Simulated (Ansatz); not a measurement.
Run report: ZnSe, Wannier-function calculation

ZnSe (P6₃/mmc, 4 atoms in the cell), computed with maximally localised Wannier functions of PBE bands, plane waves, PAW, no spin polarisation (Ansatz 0.2.0).

The structure was built on a prototype by a generator. The geometry comes from this level: r2SCAN. It belongs to a series of runs on one base structure; here: anion p. Figures and captions count atoms from 1; the log counts them from 0 in places.

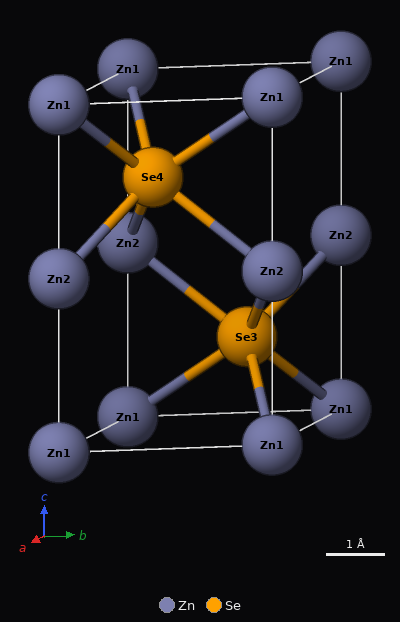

The structure as given in the input (ball-and-stick view of the cell of the calculation, seen slightly off an axis; atoms are numbered from 1 in the order of the input). Near neighbours in the crystal (not all of them lie inside the picture): Zn has 6 Se at 2.67 Å; Se has 6 Zn at 2.67 Å.

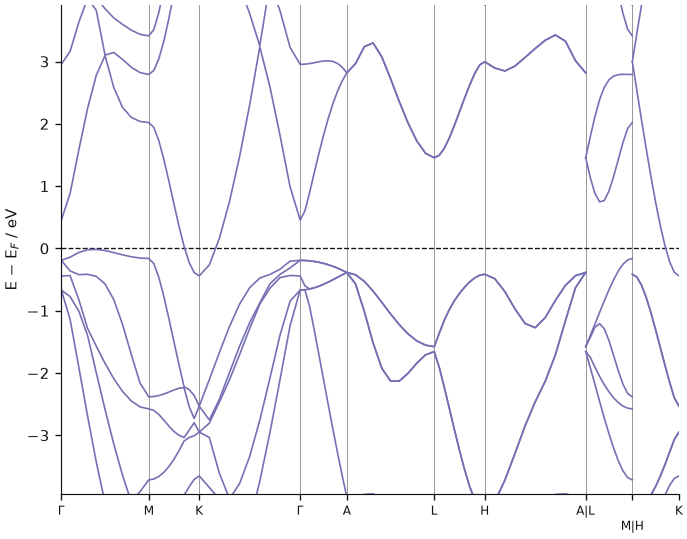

Band structure along Γ–M–K–Γ–A–L–H–A|L–M|H–K, with energies from the Fermi level. Bands cross the Fermi level: a metal at this level of theory.

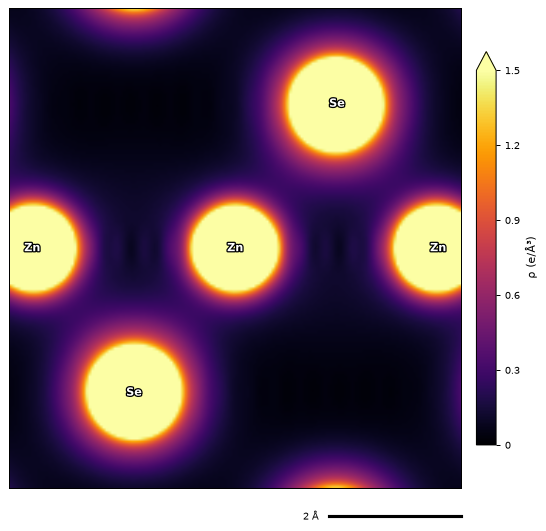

Valence electron density on the (110) plane of the conventional cell. The section cuts through Zn and Se sites. Zn–Se (2.67 Å): ρ is about 0.31 e/Å³ halfway. Away from the nuclei the density in this plane falls to 0.02 e/Å³ at its lowest. In a PAW calculation such maps are meaningful between the atoms, not at the nuclei.

The input that produced these results follows, with the program's output.

The input:
```yaml
crystal:
  lattice:
    - [3.7796697619, 0.0, 0.0]
    - [-1.889834881, 3.2732900317, 0.0]
    - [0.0, 0.0, 6.1318974053]
  atoms:
    - { symbol: Zn, position: [0.0, 0.0, 0.0] }
    - { symbol: Zn, position: [0.0, 0.0, 0.5] }
    - { symbol: Se, position: [0.3333333333, 0.6666666667, 0.25] }
    - { symbol: Se, position: [0.6666666667, 0.3333333333, 0.75] }
kpoints:
  mp_grid: { grid: [6, 6, 4] }
  band_path:
    path:
      - [[0.0, 0.0, 0.0], [0.5, 2.623923783392e-17, 1.157954173469e-34], [0.3333333333333, 0.3333333333333, 6.773029517344e-35], [0.0, 0.0, 0.0], [-1.368213194896e-52, -3.916595282169e-52, 0.5], [0.5, 2.623923783392e-17, 0.5], [0.3333333333333, 0.3333333333333, 0.5], [-1.368213194896e-52, -3.916595282169e-52, 0.5]]
      - [[0.5, 2.623923783392e-17, 0.5], [0.5, 2.623923783392e-17, 1.157954173469e-34]]
      - [[0.3333333333333, 0.3333333333333, 0.5], [0.3333333333333, 0.3333333333333, 6.773029517344e-35]]
    npoints: 10
hamiltonian:
  xc: pbe
scf:
  occupations: { method: fermi_dirac, width: 0.02 }
  n_extra_bands: 6
output:
  forces: false
  stress: false
  eigenvalues: true
  wannier:
    kmesh: [6, 6, 4]
    projections: [{ species: Se, l: p, shell: 4 }]
    minimise: true
    write_hr: true
    conv_tol: 1.0e-08
    max_iter: 3000
  write_density: true
  write_potential: true
  elf: true
  volumetric_format: npy
```

File wannier.win:
```
! ansatz wannier90 interface
! projections by site (counted from 0) and shell: 2 4P, 3 4P
! states of the run's bands (counted from 1): 23-28
! their least projectability: 0.5200
num_bands = 6
num_wann  = 6
num_iter  = 2000
conv_tol = 1e-8
conv_window = 5
guiding_centres = true
write_hr = true

begin unit_cell_cart
Ang
        3.779669761887714   2.8867582428855995e-11                      0.0
      -1.8898348809688568        3.273290031696207                      0.0
                      0.0                      0.0             6.1318974053
end unit_cell_cart

begin atoms_frac
Zn                       0.0                      0.0                      0.0
Zn                       0.0                      0.0                      0.5
Se        0.3333333333333333       0.6666666666666667                     0.25
Se        0.6666666666666667       0.3333333333333333                     0.75
end atoms_frac

mp_grid = 6 6 4
```

Launch command:
```bash
ansatz run input.yaml --threads 4 --pin off --max-ram 3686MiB --backend cpu --events-out ev --progress --plain --runs-dir out
```

Output:
```
scf.n_extra_bands = 6 over 28 filled bands (N_el = 56.0): the run solves 34 bands
Engine: ansatz 0.2.0, x86_64-unknown-linux-gnu
Pseudopotentials: kind: paw
Pseudopotential: Zn, paw, valence charge 12, recommended cutoff 420 eV (normal), Zn.paw.azcp
Pseudopotential: Se, paw, valence charge 16, recommended cutoff 420 eV (normal), Se.paw.azcp
Functional definition: PBE
  parameter kappa = 0.804
  parameter beta = 0.06672455060314922
  exchange = pbe_x(kappa = kappa, mu = beta*pi^2/3)
  correlation = pbe_c(beta = beta)
Crystal: 4 atoms, lattice volume = 75.864 Å³
Basis set: ecut = 420 eV, 1473 PW (Γ)
Bands: 34, of which v1, the nominal top of the filled ones, is band 28 counted from 1 (27 counted from 0)
Symmetry: 24 space group operations
Space group: P63/mmc (ITA 194), of the structure as read, at distance tolerance 4.2e-5 Å
k-points: 21 of 144
Non-local potential: Zn, projectors of the file, l = 0: 2, l = 1: 2, l = 2: 3, l = 3: 1
Non-local potential: Se, projectors of the file, l = 0: 2, l = 1: 2, l = 2: 3, l = 3: 1
PAW form: soft (Blöchl's): semilocal exchange-correlation on the pseudo side does not see the compensation charge
PAW one-centre angular grid: Zn, 590 points (default); XC on 64 Gauss nodes
PAW one-centre angular grid: Se, 590 points (default); XC on 64 Gauss nodes
Initial density: superposition of atomic densities (neutral atoms: chi_scale 0, normalization atom), corrected by the library's trained network
Initial wavefunctions: pseudopotential atomic-orbital guess
Functional: x = pbe(κ = 0.804, μ = 0.2195149727645171), c = pbe(β = 0.06672455060314922)
SCF iter   1: F=—  HF=-17577.769797 eV  |F-HF|=—  |Δ(HF+E_count)|=         —  Δρ=1.91e-3  dr2=3.68e-3  ethr=1.77e-3  ⟨swp⟩=6.5  Hψ=3074  notcnv=0
preconditioner: auto → LDOS  [insulator: Δε(μ)=0.495 eV  Ē_g=11.076 eV  σ=0.020 eV  W_gap=0.68  n_scr=22 (ndim 8)  ℏωp=25.6 eV  f_vac=0.013  D(μ)=0.96/eV (n_scr^D=2)  ε∞_Penn≈6.3  β→1.0]
SCF iter   2: F=—  HF=-17577.769043 eV  |F-HF|=—  |Δ(HF+E_count)|=   7.54e-4  Δρ=8.43e-4  dr2=8.05e-4  ethr=6.57e-6  ⟨swp⟩=2.0  Hψ=1399  notcnv=0  defer=34
SCF iter   3: F=—  HF=-17577.768711 eV  |F-HF|=—  |Δ(HF+E_count)|=   3.31e-4  Δρ=1.68e-4  dr2=1.68e-5  ethr=1.44e-6  ⟨swp⟩=2.0  Hψ=1359  notcnv=0  defer=34
SCF iter   4: F=—  HF=-17577.768696 eV  |F-HF|=—  |Δ(HF+E_count)|=   1.52e-5  Δρ=6.65e-5  dr2=1.80e-6  ethr=3.00e-8  ⟨swp⟩=2.0  Hψ=1269  notcnv=0  defer=34
SCF iter   5: F=—  HF=-17577.768696 eV  |F-HF|=—  |Δ(HF+E_count)|=   1.33e-7  Δρ=2.46e-5  dr2=2.21e-7  ethr=3.22e-9  ⟨swp⟩=2.0  Hψ=1017  notcnv=0  defer=34
SCF iter   6: F=-17577.768696 eV  HF=-17577.768696 eV  |F-HF|=4.38e-9  |Δ(HF+E_count)|=   2.57e-8  Δρ=6.51e-6  dr2=1.40e-8  ethr=1.79e-10  ⟨swp⟩=6.4  Hψ=2516  notcnv=0
SCF 1 converged in 6 iterations: F = -17577.768696 eV  dr2 = 1.40e-8
  greatest PAW one-centre occupation: 1.000 electrons in one spin orbital (limit 2), on the Se atom at site 3 (counted from 0), in its partial waves of l = 2
NSCF: frozen V_eff on 93 k-points
NSCF: frozen V_eff on 25 k-points
the Wannier pass solved 25 of the 144 points of its mesh, and has the states at the others by symmetry: states obtained by the crystal's operations at points that were solved too leave a residual of 2.71e-13 eV (read by the count's bands and the next), within 5.56e-6 eV
SCF converged after 6 iterations
Free energy (F): -17577.768696 eV
Harris-Foulkes:  -17577.768696 eV  (|F-HF|=4.38e-9)
Internal energy: -17577.767545 eV  (E = F + TS)
E sigma→0 (E₀):  -17577.768121 eV
Entropy (-TS):   -0.001151 eV (-0.288 meV/atom)
Fermi energy:    9.542039 eV
--- Per-component energies (eV) ---
  E_band       = -626.670622
  E_kinetic    = 500.170291
  E_local      = -7688.886800  (includes V_loc(G=0)·N_el)
  E_nonlocal   = 41.063733
  E_hartree    = 3592.367844
  E_xc         = -482.220875
  E_vxc        = -299.725270  (∫ρ·V_xc dr)
  E_paw        = -7483.063713  (= ΣΔE_a)
  E_vpaw       = -364.019416  (= ΣTr[D̂ρ^β])
  E_aug_tail   = -0.001954  (compensation charges beyond the density's cutoff)
  E_ewald      = -6057.196069
  E_smearing   = -0.001151  (= −TS)
  E_closure    = -0.000000  (closes the sum)
  Σ components = -17577.768696   (vs F -17577.768696, Δ=0.00e0)
--- Band table (eV; the first three rows and the last of 21) ---
  k-point 0: bands = ["-37.5697", "-37.5697", "-37.5691", "-37.5691", "-37.5688", "-37.5686", "-37.5639", "-37.5639", "-37.5639", "-37.5639", "-4.4485", "-3.0097", "2.3304", "2.5523", "2.5523", "2.6221", "2.8442", "2.8442", "2.8547", "2.8547", "3.0066", "3.0066", "3.9927", "8.8759", "8.8759", "9.1005", "9.3516", "9.3516", "9.9988", "12.4975", "15.5754", "15.5754", "16.9832", "17.1582"]
  k-point 1: bands = ["-37.5696", "-37.5696", "-37.5692", "-37.5692", "-37.5688", "-37.5686", "-37.5639", "-37.5639", "-37.5639", "-37.5639", "-4.2871", "-3.2929", "2.5707", "2.5981", "2.5981", "2.6639", "2.8162", "2.8162", "2.8623", "2.8623", "2.9724", "2.9724", "4.3113", "7.4422", "8.9670", "8.9670", "9.3038", "9.3038", "11.3579", "12.5512", "15.4912", "15.4912", "16.3182", "16.3182"]
  k-point 2: bands = ["-37.5694", "-37.5694", "-37.5694", "-37.5694", "-37.5687", "-37.5687", "-37.5639", "-37.5639", "-37.5639", "-37.5639", "-3.8456", "-3.8456", "2.7098", "2.7098", "2.7098", "2.7098", "2.7220", "2.7220", "2.9102", "2.9102", "2.9102", "2.9102", "5.5532", "5.5532", "9.1572", "9.1572", "9.1572", "9.1572", "12.3609", "12.3609", "15.6160", "15.6160", "15.6160", "15.6160"]
  k-point 20: bands = ["-37.5696", "-37.5696", "-37.5695", "-37.5695", "-37.5682", "-37.5682", "-37.5635", "-37.5635", "-37.5634", "-37.5634", "-2.8006", "-2.8006", "2.5949", "2.5949", "2.7815", "2.7815", "2.8124", "2.8124", "2.9276", "2.9276", "3.1511", "3.1511", "4.2785", "4.2785", "5.3264", "5.3264", "9.1285", "9.1285", "12.5397", "12.5397", "13.4523", "13.4523", "17.0136", "17.0136"]
Wannier search: line search 1 of at most 3000: gauge-dependent spread (as the search counts it) 0.8999853 Å², largest recent change 1.0e-1 Å² and fall left 1.5e-4 Å² against conv_tol 1.0e-8 Å², 0 stops escaped
```

File rho_z.tsv:
```
# z_ang	rho[e/angstrom^3]
# format = ansatz-planar-average/11
# lattice	3.779669762	0.000000000	0.000000000
# lattice	-1.889834881	3.273290032	0.000000000
# lattice	0.000000000	0.000000000	6.131897405
# sites	4
# site	30	0.000000000	0.000000000	0.000000000
# site	30	0.000000000	0.000000000	3.065948703
# site	34	-0.000000000	2.182193354	1.532974351
# site	34	1.889834881	1.091096677	4.598923054
0.000000	1.334043e0
0.136264	1.141310e0
0.272529	7.557218e-1
0.408793	4.620044e-1
0.545058	3.280797e-1
0.681322	2.909194e-1
0.817586	3.063901e-1
0.953851	3.830116e-1
1.090115	5.635256e-1
1.226379	8.948515e-1
1.362644	1.320576e0
1.498908	1.596896e0
1.635173	1.496606e0
1.771437	1.107345e0
1.907701	7.096283e-1
2.043966	4.566783e-1
2.180230	3.350309e-1
2.316495	2.925522e-1
2.452759	3.015243e-1
2.589023	3.782379e-1
2.725288	5.877337e-1
2.861552	9.511788e-1
2.997817	1.281942e0
3.134081	1.281942e0
3.270345	9.511788e-1
3.406610	5.877337e-1
3.542874	3.782379e-1
3.679138	3.015243e-1
3.815403	2.925522e-1
3.951667	3.350309e-1
4.087932	4.566783e-1
4.224196	7.096283e-1
4.360460	1.107345e0
4.496725	1.496606e0
4.632989	1.596896e0
4.769254	1.320576e0
4.905518	8.948515e-1
5.041782	5.635256e-1
5.178047	3.830116e-1
5.314311	3.063901e-1
5.450575	2.909194e-1
5.586840	3.280797e-1
5.723104	4.620044e-1
5.859369	7.557218e-1
5.995633	1.141310e0
```

File wannier.spreads.toml:
```
omega_i_ang2 = 22.207411082154906
omega_d_ang2 = 0.11155913526371093
omega_od_ang2 = 0.7881205997481451
omega_total_ang2 = 23.10709081716676
least_projectability = 0.5200104863780457
b_vectors_match_mmn = true
n_iter = 20
converged = true
rejected_fitted_steps = 1

[[wannier]]
r = [0.14828847404057435, 2.0334061689504646, 1.532974351334443]
spread = 3.727678829989248

[[wannier]]
r = [2.038123348586542, 1.2398838696087242, 4.598923053965661]
spread = 3.7276788300145505

[[wannier]]
r = [-0.15503178866595266, 2.3310901256408103, 1.532974351331616]
spread = 3.7279471104202484

[[wannier]]
r = [1.7348030986750018, 0.9421998998353192, 4.59892305395988]
spread = 3.7279471104496764

[[wannier]]
r = [0.00002784351391859697, 2.1821935899733838, 1.5329743512921723]
spread = 4.097919468136311

[[wannier]]
r = [1.889862724521828, 1.0910964417476348, 4.598923053967362]
spread = 4.097919468157031

[[curvature_check]]
after_line_search = 8
omega_tilde_before_ang2 = 0.8997528063084806
krylov_steps = 24
lowest_ritz_value_ang2 = -0.0005376145714049434
residual_ang2 = 1.2491182835682357e-13
settled = true
first_negative_step = 5
curvature_along_ang2 = -0.0005376145714049434
angle_rad = 0.1577374367935109
omega_tilde_after_ang2 = 0.8997371407984567
outcome = "escaped"

[[curvature_check]]
after_line_search = 20
omega_tilde_before_ang2 = 0.899679735011856
krylov_steps = 25
lowest_ritz_value_ang2 = 3.3962649567128823e-6
residual_ang2 = 9.926184136006006e-15
settled = true
outcome = "no-negative-curvature"
```

Summary:

```json
{"quantity": "outcome", "value": "converged"}
{"quantity": "space group (tolerance 0.01 Å)", "value": "P6₃/mmc (194)"}
{"quantity": "electrons treated", "value": "56"}
{"quantity": "free energy", "value": "−17577.7687 eV"}
{"quantity": "total spread of the Wannier functions", "value": "23.107 Å²"}
{"quantity": "Fermi energy", "value": "9.542 eV"}
{"quantity": "band gap", "value": "none (metallic)"}
{"quantity": "hardware", "value": "4 threads of AMD EPYC (Zen 3), 189 GiB of memory available, shared host"}
{"quantity": "wall time", "value": "13 s (CPU time 31 s)"}
{"quantity": "peak memory", "value": "0.46 GiB"}
```
